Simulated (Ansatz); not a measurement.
# Geometry relaxation of TiCo (part 1 of 2)

System: TiCo (R-3m, 2 atoms in the cell).
Method: DFT r2SCAN, scalar-relativistic, plane waves, PAW, no spin polarisation (Ansatz 0.2.0).

The structure was built on a prototype by a generator; it need not be a known phase. It belongs to a series of runs on one base structure; here: no spin polarisation. Figures and captions count atoms from 1; the log counts them from 0 in places.

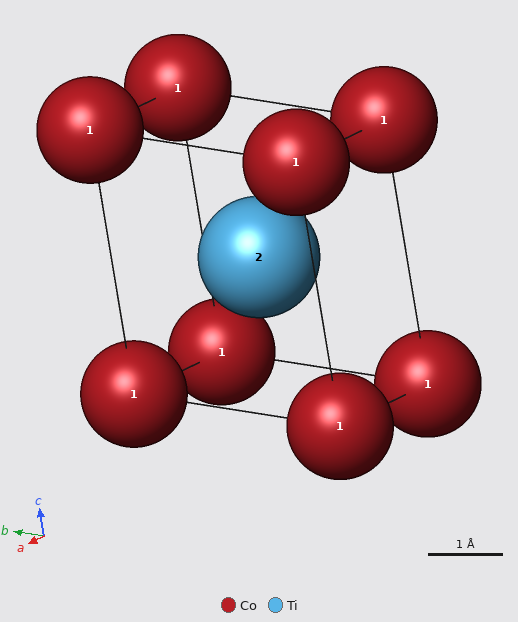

**Figure 1.** The input geometry (spheres-only view of the reduced cell, seen slightly off an axis; atoms are numbered from 1 in the order of the input). An atom can appear more than once, as a periodic image.

Summary:

| quantity | value |
| --- | --- |
| outcome | converged |
| space group (tolerance 0.01 Å) | R-3m (166) |
| electrons treated | 29 |
| free energy | −7635.7987 eV |
| Fermi energy | 16.408 eV |
| gap on the k-point mesh | none (metallic) |
| pressure | 0.01 GPa |
| final volume | 26.54 Å³ |
| largest force (length of the vector) at the end | under 0.001 eV/Å |
| final cell | a = 4.089 Å, b = 4.089 Å, c = 4.089 Å, α = 40.98°, β = 40.98°, γ = 40.98° |
| hardware | 1 thread of Intel Xeon (Granite Rapids), 192 GiB of memory available, shared host |
| wall time | 1.7 min |
| peak memory | 0.74 GiB |

The run has no spin polarisation, so a magnetic state may lie lower.

Input file:
```yaml
crystal:
  lattice:
    - [1.5616395822, 1.5616395822, 3.5762512557]
    - [1.5616395822, 3.5762512557, 1.5616395822]
    - [3.5762512557, 1.5616395822, 1.5616395822]
  atoms:
    - { symbol: Co, position: [0.0, 0.0, 0.0] }
    - { symbol: Ti, position: [0.5, 0.5, 0.5] }
basis:
  ecutwfc: 500
kpoints:
  mp_grid: { grid: [18, 18, 18] }
hamiltonian:
  xc: r2scan
scf:
  occupations: { method: gaussian, width: 0.1 }
  lower_state_search: "off"
output:
  forces: true
  stress: true
  eigenvalues: true
  write_density: true
  write_potential: true
  elf: true
  volumetric_format: npy
relax:
  adjacent_minimum: "off"
  f_tol: 0.01
  max_steps: 60
  cell: { stress_tol: 0.05 }
```

Launched with:
```bash
ansatz run input.yaml --threads 1 --pin off --max-ram 2560MiB --backend cpu --events-out ev --progress --plain --runs-dir out
```

The program's output:
```
basis.fft_grid_basis auto: the FFT boxes are laid along the combinations [[1, -1, 0], [0, 1, 0], [0, -1, 1]] of the cell's own vectors, 2.849, 4.203 and 2.849 Å long. The dense box has 24×32×24 points. Along the cell's own vectors, as sized, it would have 32×32×32, 1.78 times as many. Of the 12 symmetry operations that the crystal satisfies within crystal.symmetry.tolerance (time reversal apart; of a slab, those that keep its plane) the dense box along the cell's own vectors carries 12, and the one as laid loses 8 of those. basis.fft_grid_basis: typed keeps the cell's own vectors: state it where this run's energies or levels are differenced outside the engine with another run's, or held beside a run that keeps those vectors. Those combinations have planes normal to reciprocal vector 3, as the cell's own vectors have. Each planar average written beside output.write_density, output.write_potential has a row for each plane of the box: 24. The volumetric files lie along those combinations, not along the cell's own vectors: a cube or XSF file states them, and fields.json those of NumPy files.
Engine: ansatz 0.2.0, x86_64-unknown-linux-gnu
Pseudopotentials: kind: paw
Pseudopotential: Co, paw, valence charge 17, recommended cutoff 500 eV (meta_gga), Co.paw.azcp
Pseudopotential: Ti, paw, valence charge 12, recommended cutoff 500 eV (meta_gga), Ti.paw.azcp
Functional definition: r2SCAN
  parameter k0 = 0.174
  parameter k1 = 0.065
  parameter a1 = 4.9479
  exchange = r2scan_x(k0 = k0, k1 = k1, a1 = a1)
  correlation = r2scan_c
Crystal: 2 atoms, lattice volume = 27.191 Å³
Basis set: ecut = 500 eV, 693 PW (Γ), FFT grids on a1−a2, a2, −a2+a3, exchange–correlation on 96×128×96 points (64 copies of the dense FFT grid, shifted against one another)
Bands: 19, of which v1, the nominal top of the filled ones, is band 15 counted from 1 (14 counted from 0)
Symmetry: 12 space group operations
Space group: R-3m (ITA 166), of the structure as read, at distance tolerance 3.0e-5 Å
k-points: 580 of 5832
Non-local potential: Co, projectors of the file, l = 0: 3, l = 1: 2, l = 2: 3, l = 3: 1
Non-local potential: Ti, projectors of the file, l = 0: 3, l = 1: 2, l = 2: 3, l = 3: 1
PAW form: soft (Blöchl's): semilocal exchange-correlation on the pseudo side does not see the compensation charge
PAW frozen core: Co, regenerated for the run's functional (the file was generated under x = pbe(κ = 0.804, μ = 0.2195149727645171), c = pbe(β = 0.06672455060314922))
PAW frozen core: Ti, regenerated for the run's functional (the file was generated under x = pbe(κ = 0.804, μ = 0.2195149727645171), c = pbe(β = 0.06672455060314922))
PAW one-centre angular grid: Co, 590 points (default); XC on 160 Gauss nodes
PAW one-centre angular grid: Ti, 590 points (default); XC on 160 Gauss nodes
Initial density: superposition of atomic densities (neutral atoms: chi_scale 0, normalization atom), corrected by the library's trained network
Initial wavefunctions: pseudopotential atomic-orbital guess
Functional: x = r2scan, c = r2scan; τ floored in thin density (d = 2e-4 eV/Å³)
SCF iter   1: F=-7634.268027 eV  HF=-7635.796512 eV  |F-HF|=1.53e0  |Δ(HF+E_count)|=         —  Δρ=8.09e-2  dr2=1.81e0  dr2_τ=5.61e-2  ethr=1.77e-3  ⟨swp⟩=3.6  Hψ=44461  notcnv=0
preconditioner: auto → none  [metal: Δε(μ)=0.002 eV  Ē_g=4.407 eV  σ=0.100 eV  W_gap=0.01  n_scr=8 (ndim 8)  ℏωp=25.7 eV  f_vac=0.000  D(μ)=1.88/eV (n_scr^D=22)  sad-step TF]
SCF iter   2: F=-7623.143817 eV  HF=-7636.384200 eV  |F-HF|=1.32e1  |Δ(HF+E_count)|=   5.88e-1  Δρ=2.45e-1  dr2=1.44e1  dr2_τ=2.20e-1  ethr=1.77e-3  ⟨swp⟩=2.6  Hψ=29565  notcnv=0  defer=74  recentre
SCF iter   3: F=-7635.684103 eV  HF=-7635.779685 eV  |F-HF|=9.56e-2  |Δ(HF+E_count)|=   6.05e-1  Δρ=2.08e-2  dr2=1.16e-1  dr2_τ=1.51e-3  ethr=1.77e-3  ⟨swp⟩=2.5  Hψ=21791  notcnv=0  defer=71
SCF iter   4: F=-7635.773610 eV  HF=-7635.774480 eV  |F-HF|=8.70e-4  |Δ(HF+E_count)|=   5.20e-3  Δρ=3.95e-3  dr2=2.43e-3  dr2_τ=2.98e-4  ethr=4.00e-4  ⟨swp⟩=2.0  Hψ=19116  notcnv=0  defer=68
SCF iter   5: F=-7635.767037 eV  HF=-7635.775594 eV  |F-HF|=8.56e-3  |Δ(HF+E_count)|=   1.11e-3  Δρ=6.29e-3  dr2=1.04e-2  dr2_τ=1.89e-4  ethr=8.40e-6  ⟨swp⟩=2.4  Hψ=18443  notcnv=0  defer=68
SCF iter   6: F=-7635.775125 eV  HF=-7635.775328 eV  |F-HF|=2.02e-4  |Δ(HF+E_count)|=   2.66e-4  Δρ=9.67e-4  dr2=2.63e-4  dr2_τ=7.58e-6  ethr=8.40e-6  ⟨swp⟩=1.5  Hψ=13889  notcnv=0  defer=68
SCF iter   7: F=-7635.775252 eV  HF=-7635.775320 eV  |F-HF|=6.83e-5  |Δ(HF+E_count)|=   7.68e-6  Δρ=5.68e-4  dr2=8.16e-5  dr2_τ=1.75e-6  ethr=9.08e-7  ⟨swp⟩=1.2  Hψ=13412  notcnv=0  defer=68
SCF iter   8: F=-7635.775271 eV  HF=-7635.775315 eV  |F-HF|=4.33e-5  |Δ(HF+E_count)|=   5.34e-6  Δρ=4.47e-4  dr2=5.07e-5  dr2_τ=1.06e-6  ethr=2.81e-7  ⟨swp⟩=1.0  Hψ=10970  notcnv=0  defer=68
SCF iter   9: F=-7635.775311 eV  HF=-7635.775313 eV  |F-HF|=1.81e-6  |Δ(HF+E_count)|=   1.90e-6  Δρ=8.97e-5  dr2=2.12e-6  dr2_τ=5.32e-8  ethr=1.75e-7  ⟨swp⟩=1.0  Hψ=10952  notcnv=0  defer=68
SCF iter  10: F=-7635.775313 eV  HF=-7635.775313 eV  |F-HF|=2.22e-8  |Δ(HF+E_count)|=   7.82e-8  Δρ=1.02e-5  dr2=2.78e-8  dr2_τ=5.66e-10  ethr=3.45e-10  ⟨swp⟩=6.9  Hψ=65308  notcnv=0
SCF 1 converged in 10 iterations: F = -7635.775313 eV  dr2 = 2.78e-8
  greatest PAW one-centre occupation: 1.002 electrons in one spin orbital (limit 2), on the Co atom at site 0 (counted from 0), in its partial waves of l = 1
relax step   1: F+E_penalty+E_count = -7635.77531267 eV  Δ(F+E_penalty+E_count) = +0.000e0 eV  max|allowed force component| = 1.557e-28 eV/Å  Δτ_max = 0.0000 Å  P = -4.480 GPa  Ω = 27.191 Å³  (10 SCF iters, dr2 threshold 1.00e-7 eV, accepted)
Crystal: 2 atoms, lattice volume = 26.673 Å³
Basis set: ecut = 500 eV, 679 PW (Γ), FFT grids on a1−a2, a2, −a2+a3, exchange–correlation on 96×128×96 points (64 copies of the dense FFT grid, shifted against one another)
Initial density: handed on by an earlier stage of this run
Initial wavefunctions: those handed on with the density
iter 1 solved again at ethr=7.27e-6 eV; its pass at ethr=3.10e-3 eV (dr2=2.11e-3 eV) is discarded
SCF iter   1: F=-7635.793034 eV  HF=-7635.773146 eV  |F-HF|=1.99e-2  |Δ(HF+E_count)|=         —  Δρ=2.73e-3  dr2=2.08e-3  dr2_τ=2.67e-2  ethr=7.27e-6  ⟨swp⟩=1.8  Hψ=64610  notcnv=0
preconditioner: auto → none  [metal: Δε(μ)=0.006 eV  Ē_g=4.261 eV  σ=0.100 eV  W_gap=0.03  n_scr=8 (ndim 8)  ℏωp=25.9 eV  f_vac=0.000  D(μ)=1.95/eV (n_scr^D=22)]
SCF iter   2: F=-7635.752259 eV  HF=-7635.797727 eV  |F-HF|=4.55e-2  |Δ(HF+E_count)|=   2.46e-2  Δρ=1.31e-2  dr2=4.93e-2  dr2_τ=8.74e-4  ethr=7.19e-6  ⟨swp⟩=2.0  Hψ=24005  notcnv=0  recentre
SCF iter   3: F=-7635.790103 eV  HF=-7635.795359 eV  |F-HF|=5.26e-3  |Δ(HF+E_count)|=   2.37e-3  Δρ=5.16e-3  dr2=6.40e-3  dr2_τ=7.64e-5  ethr=7.19e-6  ⟨swp⟩=2.0  Hψ=17662  notcnv=0
SCF iter   4: F=-7635.794900 eV  HF=-7635.795120 eV  |F-HF|=2.20e-4  |Δ(HF+E_count)|=   2.39e-4  Δρ=1.83e-3  dr2=5.61e-4  dr2_τ=3.11e-5  ethr=7.19e-6  ⟨swp⟩=1.0  Hψ=13353  notcnv=0
SCF iter   5: F=-7635.795227 eV  HF=-7635.795180 eV  |F-HF|=4.65e-5  |Δ(HF+E_count)|=   6.03e-5  Δρ=9.29e-4  dr2=8.31e-5  dr2_τ=1.45e-5  ethr=1.93e-6  ⟨swp⟩=1.0  Hψ=13340  notcnv=0
SCF iter   6: F=-7635.795023 eV  HF=-7635.795254 eV  |F-HF|=2.31e-4  |Δ(HF+E_count)|=   7.39e-5  Δρ=1.44e-3  dr2=3.50e-4  dr2_τ=5.47e-6  ethr=2.87e-7  ⟨swp⟩=2.0  Hψ=19481  notcnv=0  recentre
SCF iter   7: F=-7635.795220 eV  HF=-7635.795240 eV  |F-HF|=2.04e-5  |Δ(HF+E_count)|=   1.35e-5  Δρ=5.31e-4  dr2=4.67e-5  dr2_τ=1.05e-6  ethr=2.87e-7  ⟨swp⟩=2.3  Hψ=15755  notcnv=0
SCF iter   8: F=-7635.795227 eV  HF=-7635.795241 eV  |F-HF|=1.45e-5  |Δ(HF+E_count)|=   8.22e-7  Δρ=3.69e-4  dr2=2.31e-5  dr2_τ=2.98e-7  ethr=1.61e-7  ⟨swp⟩=1.0  Hψ=11020  notcnv=0
SCF iter   9: F=-7635.795235 eV  HF=-7635.795241 eV  |F-HF|=5.97e-6  |Δ(HF+E_count)|=   4.13e-7  Δρ=2.06e-4  dr2=7.72e-6  dr2_τ=7.88e-8  ethr=7.97e-8  ⟨swp⟩=1.0  Hψ=11020  notcnv=0
SCF iter  10: F=-7635.795240 eV  HF=-7635.795241 eV  |F-HF|=4.46e-7  |Δ(HF+E_count)|=   3.40e-7  Δρ=5.94e-5  dr2=6.31e-7  dr2_τ=7.89e-9  ethr=2.66e-8  ⟨swp⟩=1.0  Hψ=11020  notcnv=0
SCF iter  11: F=-7635.795241 eV  HF=-7635.795241 eV  |F-HF|=8.28e-11  |Δ(HF+E_count)|=   2.18e-8  Δρ=1.30e-6  dr2=1.63e-10  dr2_τ=9.94e-11  ethr=6.90e-10  ⟨swp⟩=6.0  Hψ=71468  notcnv=0
the search or the solves at the SCF's close seem to have found levels that the self-consistency loop had missed (the run counts 2). By its estimate they hold under 1e-12 electrons; where the run keeps them, the occupations were computed again with them
SCF 2 converged in 11 iterations: F = -7635.795241 eV  dr2 = 1.63e-10
relax step   2: F+E_penalty+E_count = -7635.79524052 eV  Δ(F+E_penalty+E_count) = -1.993e-2 eV  max|allowed force component| = 7.994e-29 eV/Å  Δτ_max = 0.0000 Å  P = -1.104 GPa  Ω = 26.673 Å³  energy of the carried Pulay correction = +3.478e-4 eV  (11 SCF iters, dr2 threshold 2.00e-7 eV, accepted)
Crystal: 2 atoms, lattice volume = 26.551 Å³
Basis set: ecut = 500 eV, 673 PW (Γ), FFT grids on a1−a2, a2, −a2+a3, exchange–correlation on 96×128×96 points (64 copies of the dense FFT grid, shifted against one another)
iter 1 solved again at ethr=6.58e-5 eV; its pass at ethr=3.10e-3 eV (dr2=1.91e-2 eV) is discarded
SCF iter   1: F=-7635.782949 eV  HF=-7635.789017 eV  |F-HF|=6.07e-3  |Δ(HF+E_count)|=         —  Δρ=8.43e-3  dr2=1.90e-2  dr2_τ=1.55e-2  ethr=6.58e-5  ⟨swp⟩=1.0  Hψ=61720  notcnv=0
preconditioner: auto → none  [metal: Δε(μ)=0.001 eV  Ē_g=4.300 eV  σ=0.100 eV  W_gap=0.01  n_scr=8 (ndim 8)  ℏωp=26.0 eV  f_vac=0.000  D(μ)=1.91/eV (n_scr^D=22)]
SCF iter   2: F=-7634.826528 eV  HF=-7635.855426 eV  |F-HF|=1.03e0  |Δ(HF+E_count)|=   6.64e-2  Δρ=6.70e-2  dr2=1.13e0  dr2_τ=1.52e-2  ethr=6.55e-5  ⟨swp⟩=2.1  Hψ=24409  notcnv=0  recentre
SCF iter   3: F=-7635.796074 eV  HF=-7635.799046 eV  |F-HF|=2.97e-3  |Δ(HF+E_count)|=   5.64e-2  Δρ=3.95e-3  dr2=3.71e-3  dr2_τ=9.19e-5  ethr=6.55e-5  ⟨swp⟩=2.3  Hψ=24417  notcnv=0  defer=57
SCF iter   4: F=-7635.798931 eV  HF=-7635.798939 eV  |F-HF|=7.30e-6  |Δ(HF+E_count)|=   1.08e-4  Δρ=7.76e-4  dr2=8.95e-5  dr2_τ=1.43e-5  ethr=1.28e-5  ⟨swp⟩=1.0  Hψ=14123  notcnv=0  defer=57
SCF iter   5: F=-7635.798971 eV  HF=-7635.798967 eV  |F-HF|=3.48e-6  |Δ(HF+E_count)|=   2.86e-5  Δρ=3.43e-4  dr2=1.25e-5  dr2_τ=1.08e-6  ethr=3.09e-7  ⟨swp⟩=1.5  Hψ=11651  notcnv=0  defer=57
SCF iter   6: F=-7635.798973 eV  HF=-7635.798976 eV  |F-HF|=3.48e-6  |Δ(HF+E_count)|=   8.90e-6  Δρ=1.56e-4  dr2=5.58e-6  dr2_τ=4.53e-7  ethr=4.31e-8  ⟨swp⟩=2.5  Hψ=16170  notcnv=0  defer=57
SCF iter   7: F=-7635.798976 eV  HF=-7635.798977 eV  |F-HF|=5.38e-8  |Δ(HF+E_count)|=   5.37e-7  Δρ=2.20e-5  dr2=8.49e-8  dr2_τ=1.40e-8  ethr=6.90e-10  ⟨swp⟩=7.7  Hψ=76682  notcnv=0
the search or the solves at the SCF's close seem to have found levels that the self-consistency loop had missed (the run counts 1). By its estimate they hold under 1e-12 electrons; where the run keeps them, the occupations were computed again with them
SCF 3 converged in 7 iterations: F = -7635.798976 eV  dr2 = 8.49e-8
relax step   3: F+E_penalty+E_count = -7635.79897647 eV  Δ(F+E_penalty+E_count) = -3.736e-3 eV  max|allowed force component| = 6.942e-29 eV/Å  Δτ_max = 0.0000 Å  P = +0.022 GPa  Ω = 26.551 Å³  energy of the carried Pulay correction = +4.223e-4 eV  (7 SCF iters, dr2 threshold 2.00e-7 eV, accepted)
Crystal: 2 atoms, lattice volume = 26.542 Å³
iter 1 solved again at ethr=2.46e-6 eV; its pass at ethr=3.10e-3 eV (dr2=7.14e-4 eV) is discarded
SCF iter   1: F=-7635.798490 eV  HF=-7635.798881 eV  |F-HF|=3.90e-4  |Δ(HF+E_count)|=         —  Δρ=1.64e-3  dr2=6.92e-4  dr2_τ=3.22e-4  ethr=2.46e-6  ⟨swp⟩=2.0  Hψ=60805  notcnv=0
preconditioner: auto → none  [metal: Δε(μ)=0.002 eV  Ē_g=4.275 eV  σ=0.100 eV  W_gap=0.01  n_scr=8 (ndim 8)  ℏωp=26.0 eV  f_vac=0.000  D(μ)=1.90/eV (n_scr^D=22)]
SCF iter   2: F=-7635.763461 eV  HF=-7635.801197 eV  |F-HF|=3.77e-2  |Δ(HF+E_count)|=   2.32e-3  Δρ=1.29e-2  dr2=4.14e-2  dr2_τ=5.37e-4  ethr=2.39e-6  ⟨swp⟩=2.0  Hψ=21848  notcnv=0  recentre
SCF iter   3: F=-7635.799040 eV  HF=-7635.799081 eV  |F-HF|=4.14e-5  |Δ(HF+E_count)|=   2.12e-3  Δρ=4.72e-4  dr2=5.35e-5  dr2_τ=1.44e-6  ethr=2.39e-6  ⟨swp⟩=2.7  Hψ=21077  notcnv=0
SCF iter   4: F=-7635.799074 eV  HF=-7635.799075 eV  |F-HF|=7.44e-7  |Δ(HF+E_count)|=   5.92e-6  Δρ=1.10e-4  dr2=2.08e-6  dr2_τ=2.43e-7  ethr=1.84e-7  ⟨swp⟩=1.0  Hψ=11020  notcnv=0
SCF iter   5: F=-7635.799076 eV  HF=-7635.799076 eV  |F-HF|=1.22e-7  |Δ(HF+E_count)|=   4.43e-7  Δρ=4.12e-5  dr2=1.24e-7  dr2_τ=2.08e-8  ethr=6.90e-10  ⟨swp⟩=7.9  Hψ=82448  notcnv=0
SCF 4 converged in 5 iterations: F = -7635.799076 eV  dr2 = 1.24e-7
relax step   4: F+E_penalty+E_count = -7635.79907578 eV  Δ(F+E_penalty+E_count) = -9.932e-5 eV  max|allowed force component| = 8.625e-29 eV/Å  Δτ_max = 0.0000 Å  P = +0.020 GPa  Ω = 26.542 Å³  energy of the carried Pulay correction = +4.297e-4 eV  (5 SCF iters, dr2 threshold 2.00e-7 eV, accepted)
Basis set: ecut = 500 eV, 673 PW (Γ), FFT grids on a1−a2, a2, −a2+a3, exchange–correlation on 96×120×96 points (64 copies of the dense FFT grid, shifted against one another)
Initial wavefunctions: pseudopotential atomic-orbital guess (no wavefunctions were taken with the density)
iter 1 solved again at ethr=7.98e-9 eV; its pass at ethr=3.10e-3 eV (dr2=2.31e-6 eV) is discarded
```
